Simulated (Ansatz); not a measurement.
# Gate voltage at the highest density: black phosphorene monolayer

A layer charged from two gates alike needs a voltage that grows with the carrier density; the slope is e over the total capacitance.

How it was computed: Ansatz 0.2.0, plane waves with PAW datasets (its set soft_2), PBE-D3(BJ); isolated slab, charged sheets 6 Å from the outer atoms behind model barriers, atoms held, Fermi-Dirac smearing of 0.05 eV. The voltage is that of the gates (their mean) against the layer's Fermi level, from the uncharged case, which has a gap of 0.73 eV.

| run | added electrons (10¹³ per cm²) | gate voltage (V) |
| --- | --- | --- |
| run 1 | −1.00 | −0.80 |
| run 2 | −2.00 | −1.28 |
| run 3 | −4.00 | −2.20 |
| run 4 | −7.00 | −3.59 |
| run 5 | −11.00 | ? |

**Question.** What value belongs in the row marked “?”, and how far can the other rows tell?

A least-squares line through the 4 rows shown has slope 0.4640 and intercept −0.3435; no row lies more than 0.01 V off it. The capacitance is 1.602/0.4640 = 3.45 µF/cm², against 2.95 µF/cm² for plates 6 Å apart in vacuum on both sides; it is the larger, as where the added charge has its centre outside the outer atoms (not examined here). The intercept is mostly the shift of the Fermi level from inside the gap to the band edge. At −11.00 it gives 0.4640 × (−11.00) + (−0.3435) = −5.45 V, beyond the rows fitted. Rounding and scatter of the rows alone allow about ±0.021 V there.

The run itself gives −5.39 V: a miss of +0.06 V, or 1.1 % of the value. The capacitance rises a little towards the highest density.

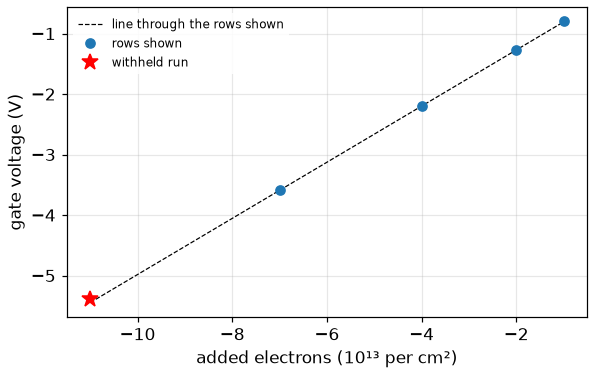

The fit and the withheld run.

**Limits.** The gates are model sheets, not atoms, and low densities sample few k-points.
